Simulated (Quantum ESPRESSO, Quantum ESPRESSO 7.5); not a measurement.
# 1T-PbI2, 2 layers, AA stacking, stepped through the field along the normal

Wanted: a table for 1T-PbI2, 2 layers, AA stacking against the field along the normal, and what can be fitted to it.

Calculated with Quantum ESPRESSO 7.5; plane-wave DFT, PBE, GBRV ultrasoft pseudopotentials (geometry by pw.x at PBE-D3(BJ), GBRV ultrasoft).

## (1) Starting point

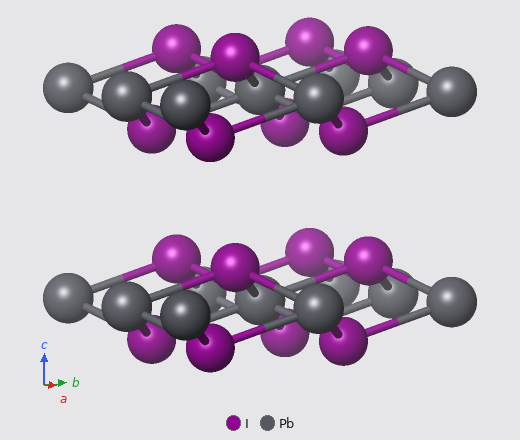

The cell as given, from the side, with the c axis up (iodine purple, lead dark grey). 2×2×1 cells are drawn. Some periodic images of atoms are drawn too.

The cell holds 6 atoms: 4 I and 2 Pb. Cell: a = 4.660 Å, b = 4.660 Å, c = 23.778 Å, α = 90.0°, β = 90.0°, γ = 120.0°. It derives from PbI2. Vacuum lies along c.

Set-up: Cell and atoms are relaxed without a field with a D3(BJ) correction and then held. Sawtooth field with dipole correction, 17 Å of vacuum in the starting cell, Fermi-Dirac smearing of 0.002 Ry; bands along a path at each field.

Members -0.05, 0.1, -0.1, 0.2, -0.2, 0.3 and -0.3 took the same steps and show in the table alone.

## (2) Variable-cell relaxation of the reference

What the set-up leaves free in this member is relaxed.

ref.relax.in

```
&control
  prefix = 'ref.relax'
  outdir = './out'
  pseudo_dir = './pseudo'
  nstep = 80
  forc_conv_thr = 0.0004
  calculation = 'vc-relax'
  etot_conv_thr = 1e-06
/
&system
  ibrav = 0
  nat = 6
  ntyp = 2
  ecutwfc = 50
  ecutrho = 250
  vdw_corr = 'grimme-d3'
  dftd3_version = 4
  occupations = 'smearing'
  smearing = 'fd'
  degauss = 0.004
/
&electrons
  conv_thr = 1e-09
  mixing_beta = 0.4
  electron_maxstep = 120
  mixing_mode = 'plain'
/
&ions
/
&cell
  cell_dofree = '2Dxy'
  press_conv_thr = 0.3
/
ATOMIC_SPECIES
  I   126.9045  i_pbe_v1.uspp.F.UPF
  Pb  207.2000  pb_pbe_v1.uspp.F.UPF
CELL_PARAMETERS angstrom
  4.66000000000000 0.00000000000000 0.00000000000000
  -2.33000000000000 4.03567838163548 0.00000000000000
  0.00000000000000 0.00000000000000 23.77770876399966
ATOMIC_POSITIONS crystal
  I   0.666666666700 0.333333333300 0.357477673075
  Pb  0.000000000000 0.000000000000 0.395093879071
  I   0.333333333300 0.666666666700 0.432710085068
  I   0.666666666700 0.333333333300 0.567289914932
  Pb  0.000000000000 0.000000000000 0.604906120929
  I   0.333333333300 0.666666666700 0.642522326925
K_POINTS automatic
  6 6 1 0 0 0
```

Started as:

```
OMP_NUM_THREADS=1 mpirun -n 4 pw.x -nk 2 -in ref.relax.in > ref.relax.out
```

Output:

```text
Program PWSCF v.7.5 starts
[citation notice left out]

     Parallel version (MPI & OpenMP), running on       4 processor cores
     Number of MPI processes:                 4
     Threads/MPI process:                     1

     MPI processes distributed on     1 nodes
[...]
Current dimensions of program PWSCF are:
     Max number of different atomic species (ntypx) = 10
     Max number of k-points (npk) =  40000
     Max angular momentum in pseudopotentials (lmaxx) =  4
     Message from routine setup:
     using ibrav=0 with symmetry is DISCOURAGED, use correct ibrav instead

     K-points division:     npool     =       2
     R & G space division:  proc/nbgrp/npool/nimage =       2
     Subspace diagonalization in iterative solution of the eigenvalue problem:
     a serial algorithm will be used

     Parallelization info
     --------------------
     sticks:   dense  smooth     PW     G-vecs:    dense   smooth      PW
     Min         672     534    150               100710    72076   10940
     Max         673     535    151               100721    72091   10959
     Sum        1345    1069    301               201431   144167   21899

     Using Slab Decomposition

     bravais-lattice index     =            0
     lattice parameter (alat)  =       8.8061  a.u.
     unit-cell volume          =    3017.6514 (a.u.)^3
     number of atoms/cell      =            6
     number of atomic types    =            2
     number of electrons       =        56.00
     number of Kohn-Sham states=           34
     kinetic-energy cutoff     =      50.0000  Ry
     charge density cutoff     =     250.0000  Ry
     scf convergence threshold =      1.0E-09
     mixing beta               =       0.4000
     number of iterations used =            8  plain     mixing
     energy convergence thresh.=      1.0E-06
     force convergence thresh. =      4.0E-04
     press convergence thresh. =      3.0E-01
     Exchange-correlation= SLA  PW   PBE  PBE
                           (   1   4   3   4   0   0   0)
     nstep                     =           80

     celldm(1)=   8.806124  celldm(2)=   0.000000  celldm(3)=   0.000000
     celldm(4)=   0.000000  celldm(5)=   0.000000  celldm(6)=   0.000000

     crystal axes: (cart. coord. in units of alat)
               a(1) = (   1.000000   0.000000   0.000000 )
               a(2) = (  -0.500000   0.866025   0.000000 )
               a(3) = (   0.000000   0.000000   5.102513 )

     reciprocal axes: (cart. coord. in units 2 pi/alat)
               b(1) = (  1.000000  0.577350 -0.000000 )
               b(2) = (  0.000000  1.154701  0.000000 )
               b(3) = (  0.000000 -0.000000  0.195982 )

     PseudoPot. # 1 for I  read from file:
     ./pseudo/i_pbe_v1.uspp.F.UPF
     Pseudo is Ultrasoft + core correction, Zval =  7.0
     Generated by new atomic code, or converted to UPF format
     Using radial grid of  893 points,  6 beta functions with:
                l(1) =   0
                l(2) =   0
                l(3) =   1
                l(4) =   1
                l(5) =   2
                l(6) =   2
     Q(r) pseudized with  8 coefficients,  rinner =    1.500   1.500   1.500
                                                       1.500   1.500

     PseudoPot. # 2 for Pb read from file:
     ./pseudo/pb_pbe_v1.uspp.F.UPF
     Pseudo is Ultrasoft + core correction, Zval = 14.0
     Generated by new atomic code, or converted to UPF format
     Using radial grid of  899 points,  6 beta functions with:
                l(1) =   0
                l(2) =   0
                l(3) =   1
                l(4) =   1
                l(5) =   2
                l(6) =   2
     Q(r) pseudized with  6 coefficients,  rinner =    1.000   1.000   1.000
                                                       1.000   1.000

     atomic species   valence    mass     pseudopotential
     I                 7.00   126.90450     I ( 1.00)
     Pb               14.00   207.20000     Pb( 1.00)

     12 Sym. Ops., with inversion, found

   Cartesian axes

     site n.     atom                  positions (alat units)
         1        I      tau(   1) = (   0.5000000   0.2886751   1.8240343  )
         2        Pb     tau(   2) = (   0.0000000   0.0000000   2.0159715  )
         3        I      tau(   3) = (  -0.0000000   0.5773503   2.2079087  )
         4        I      tau(   4) = (   0.5000000   0.2886751   2.8946039  )
         5        Pb     tau(   5) = (   0.0000000   0.0000000   3.0865411  )
         6        I      tau(   6) = (  -0.0000000   0.5773503   3.2784783  )

     --------------------------------------------
     DFT-D3 Dispersion Correction (3-body terms):
     --------------------------------------------
       Reference C6 values for interpolation:

         atom   Coordination number   C6
         I          0.000           703.93
         I          0.997           717.00
         Pb         0.000          1477.63
         Pb         0.938          1266.00
         Pb         1.936          1088.91
         Pb         2.908          1048.37
         Pb         3.910           910.57

       Values used:

         atom   Coordination number  R0_AB[au]  C6      C8
         I          5.506            3.532    717.00  65856.01
         Pb         6.025            4.041    910.57 144158.12
         I          5.760            3.532    717.00  65856.01
         I          5.760            3.532    717.00  65856.01
         Pb         6.025            4.041    910.57 144158.12
         I          5.506            3.532    717.00  65856.01

         Molecular C6 ( Ry / a.u.^6 ) =     28026.45

     number of k points=     7  Fermi-Dirac smearing, width (Ry)=  0.0040
                       cart. coord. in units 2pi/alat
        k(    1) = (   0.0000000   0.0000000   0.0000000), wk =   0.0555556
        k(    2) = (   0.0000000   0.1924501   0.0000000), wk =   0.3333333
        k(    3) = (   0.0000000   0.3849002   0.0000000), wk =   0.3333333
        k(    4) = (   0.0000000  -0.5773503   0.0000000), wk =   0.1666667
        k(    5) = (   0.1666667   0.2886751   0.0000000), wk =   0.3333333
        k(    6) = (   0.1666667   0.4811252   0.0000000), wk =   0.6666667
        k(    7) = (   0.3333333   0.5773503   0.0000000), wk =   0.1111111

     Dense  grid:   201431 G-vectors     FFT dimensions: (  45,  45, 240)

     Smooth grid:   144167 G-vectors     FFT dimensions: (  40,  40, 216)

     Estimated max dynamical RAM per process >     259.53 MB

     Estimated total dynamical RAM >     988.95 MB

     Check: negative core charge=   -0.000002

[...]
I                0.3333333333        0.6666666667        0.4404579380
I                0.6666666667        0.3333333333        0.5595420620
Pb               0.0000000000        0.0000000000        0.6047947237
I                0.3333333333        0.6666666667        0.6503787567

[...]
NEW-OLD atomic charge density approx. for the potential
     New effective cutoffs (rho, wfc):  249.68   49.86

     Check: negative core charge=   -0.000002

     negative rho (up, down):  3.815E-02 0.000E+00

     total cpu time spent up to now is       94.0 secs

     per-process dynamical memory:   115.6 Mb

     Self-consistent Calculation

     iteration #  1     ecut=    50.00 Ry     beta= 0.40
     Davidson diagonalization with overlap
     c_bands:  2 eigenvalues not converged
     ethr =  1.00E-06,  avg # of iterations = 10.9

     negative rho (up, down):  3.760E-02 0.000E+00

     total cpu time spent up to now is      101.8 secs

     total energy              =    -591.13055484 Ry
     estimated scf accuracy    <       0.00254568 Ry

[...]
iteration # 11     ecut=    50.00 Ry     beta= 0.40
[...]
negative rho (up, down):  3.688E-02 0.000E+00

[...]
End of self-consistent calculation

[...]
the Fermi energy is     0.5442 ev

!    total energy              =    -591.13100643 Ry
     estimated scf accuracy    <          2.1E-11 Ry
     smearing contrib. (-TS)   =      -0.00000004 Ry
     internal energy E=F+TS    =    -591.13100639 Ry

     The total energy is F=E-TS. E is the sum of the following terms:
     one-electron contribution =   -1602.85454620 Ry
     hartree contribution      =     820.21629029 Ry
     xc contribution           =    -320.90974892 Ry
     ewald contribution        =     512.54104452 Ry
     DFT-D3 Dispersion         =      -0.12404608 Ry

     convergence has been achieved in  11 iterations

     negative rho (up, down):  3.688E-02 0.000E+00

     Forces acting on atoms (cartesian axes, Ry/au):

     atom    1 type  1   force =    -0.00000000    0.00000000   -0.07684512
     atom    2 type  2   force =     0.00000000   -0.00000000    0.00075334
     atom    3 type  1   force =     0.00000000    0.00000000    0.07171672
     atom    4 type  1   force =     0.00000000    0.00000000   -0.07171672
     atom    5 type  2   force =    -0.00000000    0.00000000   -0.00075334
     atom    6 type  1   force =     0.00000000   -0.00000000    0.07684512

     Total force =     0.148654     Total SCF correction =     0.000017

     Computing stress (Cartesian axis) and pressure

     negative rho (up, down):  3.688E-02 0.000E+00
          total   stress  (Ry/bohr**3)                   (kbar)     P=       43.02
   0.00034183   0.00000000   0.00000000           50.28        0.00        0.00
   0.00000000   0.00034183   0.00000000            0.00       50.28        0.00
   0.00000000   0.00000000   0.00019374            0.00        0.00       28.50

     Energy error            =      1.5E-01 Ry
     Gradient error          =      7.7E-02 Ry/Bohr
     Cell gradient error     =      5.0E+01 kbar

     number of scf cycles    =   3
     number of bfgs steps    =   2

     enthalpy           old  =    -590.9825477071 Ry
     enthalpy           new  =    -591.1310064316 Ry

     CASE: enthalpy          _new < enthalpy          _old

     new trust radius        =       0.4291909507 bohr
     new conv_thr            =       0.0000000010 Ry

     new unit-cell volume =   3579.05488 a.u.^3 (   530.36121 Ang^3 )
     density =      2.88680 g/cm^3

CELL_PARAMETERS (angstrom)
   5.074994321   0.000000000   0.000000000
  -2.537497161   4.395074006   0.000000000
   0.000000000   0.000000000  23.777708764

ATOMIC_POSITIONS (crystal)
I                0.6666666667        0.3333333333        0.3426100629
Pb               0.0000000000       -0.0000000000        0.3952847518
I                0.3333333333        0.6666666667        0.4471190566
I                0.6666666667        0.3333333333        0.5528809434
Pb               0.0000000000        0.0000000000        0.6047152482
I                0.3333333333        0.6666666667        0.6573899371

[...]
NEW-OLD atomic charge density approx. for the potential
     New effective cutoffs (rho, wfc):  249.68   49.79

     Check: negative core charge=   -0.000003

     negative rho (up, down):  3.719E-02 0.000E+00

     total cpu time spent up to now is      140.3 secs

     per-process dynamical memory:   115.6 Mb

[...]
!    total energy              =    -591.24232982 Ry
[...]
Total force =     0.058455     Total SCF correction =     0.000032
[...]
number of bfgs steps    =   3
[...]
new trust radius        =       0.1902122418 bohr
[...]
!    total energy              =    -591.25946822 Ry
[...]
Total force =     0.027726     Total SCF correction =     0.000044
[...]
number of bfgs steps    =   4
[...]
new trust radius        =       0.0835446088 bohr
[...]
!    total energy              =    -591.26197905 Ry
[...]
Total force =     0.016945     Total SCF correction =     0.000117
[...]
number of bfgs steps    =   5
[...]
new trust radius        =       0.0377306760 bohr
[...]
!    total energy              =    -591.26257490 Ry
[...]
Total force =     0.014380     Total SCF correction =     0.000005
[...]
number of bfgs steps    =   6
[...]
new trust radius        =       0.0415037436 bohr
[...]
!    total energy              =    -591.26332489 Ry
[...]
Total force =     0.012892     Total SCF correction =     0.000013
[...]
number of bfgs steps    =   7
[...]
new trust radius        =       0.0622556154 bohr
[...]
!    total energy              =    -591.26458607 Ry
[...]
Total force =     0.012094     Total SCF correction =     0.000014
[...]
number of bfgs steps    =   8
[...]
new trust radius        =       0.0933834231 bohr
[...]
!    total energy              =    -591.26657352 Ry
[...]
Total force =     0.012698     Total SCF correction =     0.000021
[...]
number of bfgs steps    =   9
[...]
!    total energy              =    -591.31054631 Ry
[...]
Total force =     0.038432     Total SCF correction =     0.000009
[...]
number of bfgs steps    =  20
[...]
new trust radius        =       0.1663945005 bohr
[...]
!    total energy              =    -591.31319780 Ry
[...]
Total force =     0.036417     Total SCF correction =     0.000097
[...]
number of bfgs steps    =  21
[...]
new trust radius        =       0.2495917508 bohr
[...]
Self-consistent Calculation

     iteration #  1     ecut=    50.00 Ry     beta= 0.40
     Davidson diagonalization with overlap
     ethr =  1.00E-06,  avg # of iterations = 15.6

     negative rho (up, down):  3.410E-02 0.000E+00

     total cpu time spent up to now is      950.5 secs

     total energy              =    -591.31678600 Ry
     estimated scf accuracy    <       0.00120613 Ry

[...]
iteration #  7     ecut=    50.00 Ry     beta= 0.40
[...]
negative rho (up, down):  3.362E-02 0.000E+00

[...]
[key lines of the parts left out:]
total energy              =    -591.31708852 Ry
the Fermi energy is     0.9233 ev
convergence has been achieved in  10 iterations
```

The job ended after 21 min (4 MPI ranks of Arm Neoverse V1, shared host; peak memory 1.1 GiB; 86 min of CPU time).

The steps of the relaxation (22 of 30):

```csv
step,energy less that of the first step (eV),largest force (eV/Å),volume (Å³)
1,0.0000,4.1118,447.17
2,-2.7164,2.9845,468.71
4,-6.2509,0.8533,530.36
5,-6.4841,0.4602,547.36
7,-6.5263,0.2537,555.47
8,-6.5365,0.2146,555.40
9,-6.5537,0.1697,553.99
11,-6.6210,0.2074,544.01
12,-6.6770,0.2991,532.29
13,-6.7457,0.4832,511.84
15,-6.8639,0.7814,467.91
16,-6.9336,0.6917,448.18
18,-7.0249,0.3087,438.77
19,-7.0871,0.3253,433.69
20,-7.1460,0.4859,428.21
22,-7.2151,0.5729,429.51
23,-7.2680,0.4468,429.46
24,-7.3049,0.2517,428.67
26,-7.3266,0.0350,427.73
27,-7.3270,0.0112,427.61
29,-7.3270,0.0013,427.79
30,-7.3262,0.0025,427.79
```

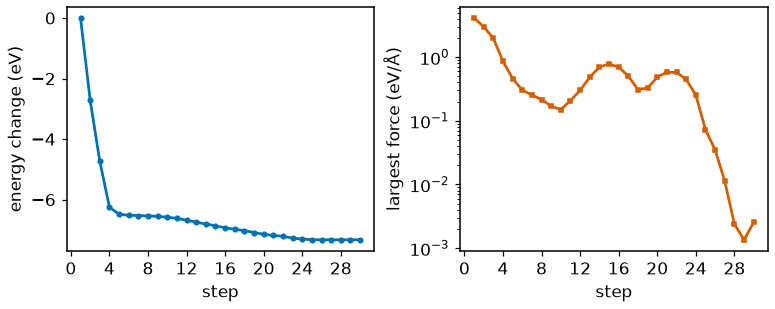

Energy and largest force along the relaxation.

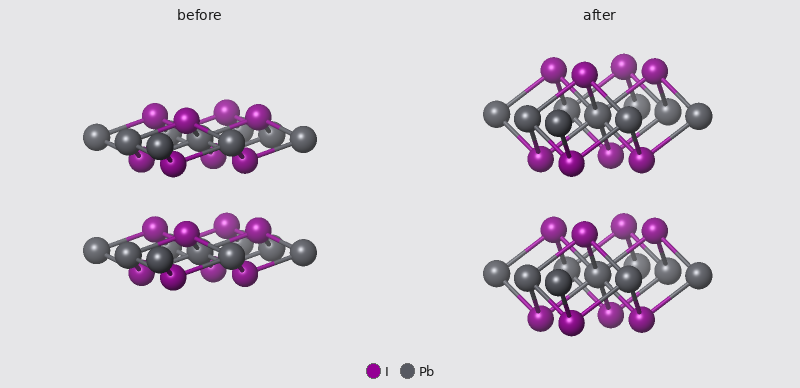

The structure before and after the relaxation, drawn at the same scale.

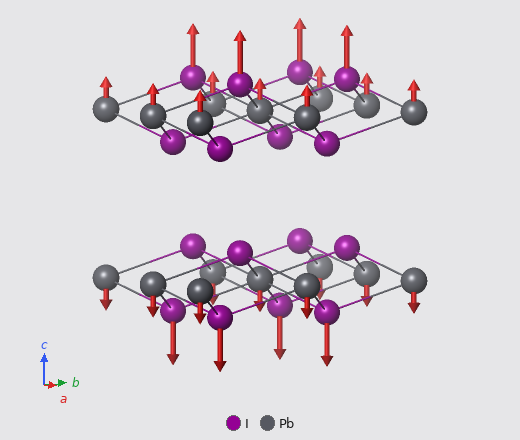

Displacements in the relaxation, scaled, measured against the changing cell; the longest in the cell stands for 2.02 Å. 2×2×1 cells are drawn. Some periodic images of atoms are drawn too.

```csv
cell as run,before,after,change
a (Å),4.660,4.558,-2.2 %
b (Å),4.660,4.558,-2.2 %
```

The atoms that moved most (Å, along periodic axes as changes of fractional coordinates times the final cell, across vacuum about the mean position):

```csv
atom,dx,dy,dz,length
I6,0.000,0.000,2.018,2.018
I1,0.000,0.000,-2.018,2.018
Pb2,0.000,0.000,-1.015,1.015
Pb5,0.000,0.000,1.015,1.015
I3,0.000,0.000,-0.017,0.017
I4,0.000,0.000,0.017,0.017
```

Final coordinates:

```cif
data_structure
_symmetry_space_group_name_H-M 'P 1'
_symmetry_Int_Tables_number 1
_cell_length_a 4.5579
_cell_length_b 4.5579
_cell_length_c 23.7777
_cell_angle_alpha 90.000
_cell_angle_beta 90.000
_cell_angle_gamma 120.000
_cell_volume 427.79
loop_
_atom_site_label
_atom_site_type_symbol
_atom_site_fract_x
_atom_site_fract_y
_atom_site_fract_z
_atom_site_occupancy
I1 I 0.66667 0.33333 0.27262 1
Pb2 Pb 0.00000 0.00000 0.35240 1
I3 I 0.33333 0.66667 0.43198 1
I4 I 0.66667 0.33333 0.56802 1
Pb5 Pb 0.00000 0.00000 0.64760 1
I6 I 0.33333 0.66667 0.72738 1
```

 The last row is no step: it is a fresh SCF in the final cell with a new plane-wave basis, +1 meV from the row before.

Read from the output:

- free energy: -8045.3370 eV
- Fermi energy: 0.8148 eV

[end of part 1 of 4]

[Logs are printed without paths, hosts, clocks, repeated set-up lines and the standing remarks that a program may print on its own settings, such as how far it seeks lower states.]

[Hosts, paths, dates, database ids (printed as entryN), source tags and the programs' standing remarks are cut or masked in the printed files.]

[Maps of the electrostatic potential energy from Ansatz leave out the sawtooth potential of an applied field or a dipole correction, so their vacuum need not be flat; planar profiles and work functions include it.]
